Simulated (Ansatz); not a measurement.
TiAl (slab)

```xyz
10
Lattice="2.8221 0.0000 0.0000 0.0000 4.9582 0.0000 0.0000 0.0000 24.2815" Properties=species:S:1:pos:R:3 pbc="T T T"
Ti    0.0000    1.6572    7.5880
Al    1.4110    4.1538    7.4384
Ti    0.0000    3.2453    9.8292
Al    1.4110    0.7571    9.8190
Ti    0.0000    4.8188   12.1408
Al    1.4110    2.3396   12.1408
Ti    0.0000    1.4340   14.4524
Al    1.4110    3.9222   14.4626
Ti    0.0000    3.0221   16.6935
Al    1.4110    0.5255   16.8431
```

Computed without spin polarisation.

The calculation used DFT PBE, scalar-relativistic, plane waves, PAW in Ansatz.

Core electrons are frozen (PAW), and the valence fields are smoothed inside the atomic spheres.

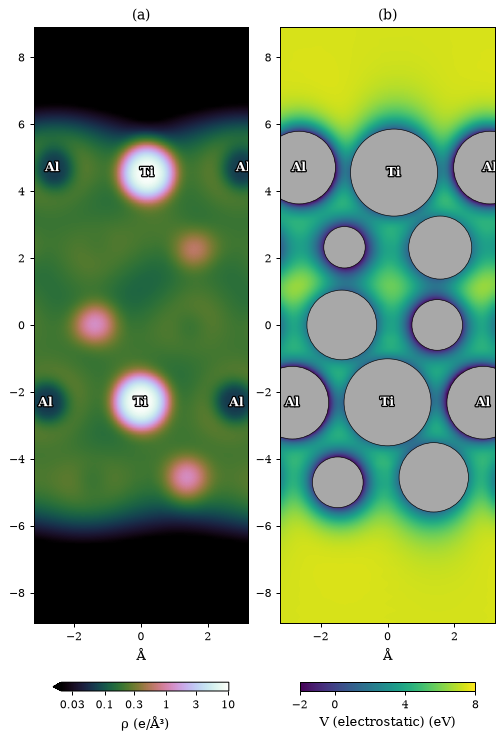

Figure 1. (a) valence charge density (pseudo); (b) electrostatic potential (local pseudopotential plus Hartree) felt by an electron on the (110) plane of the calculation cell, a cut from vacuum to vacuum. Grey discs cover the atomic cores in the potential map.

> Interpret the plot.

The plane passes through Ti and Al nuclei.
Atoms just off the plane (Ti, 0.8 Å away and Al, 0.8 Å away) can leave unmarked features too.
Ti–Al (2.84 Å): ρ is about 0.2 e/Å³ halfway.
The density dies away to nearly zero in the vacuum.
Outside the cores the potential energy rises away from the atoms and is highest in the vacuum; its zero is arbitrary.

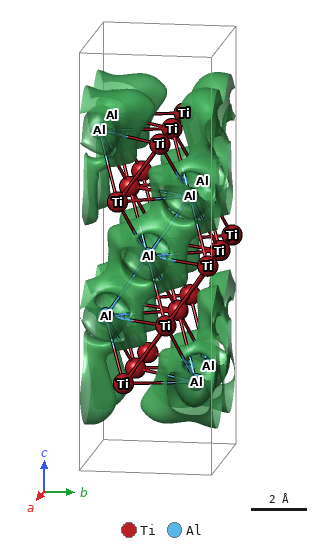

Figure 2. Isosurface of the electron localisation function at 0.6 (green), seen at an oblique angle. Core shells and regions of very low density are left out. Sticks mark near contacts.

> Describe the localisation domains.

The ELF exceeds this value in channels that run through the cell in one direction, counted in one cell of 10 atoms. Counts are for one cell; the picture repeats the cell along the surface. Profiles from the grid: Ti–Ti (2.75 Å): the ELF is about 0.30 at the midpoint (no localised pair shows between them). Ti–Al (2.79 Å): the ELF is about 0.40 at the midpoint.

> Does the calculation make it a metal, or give it a gap?

It is gapless in this calculation (a metal or semimetal).
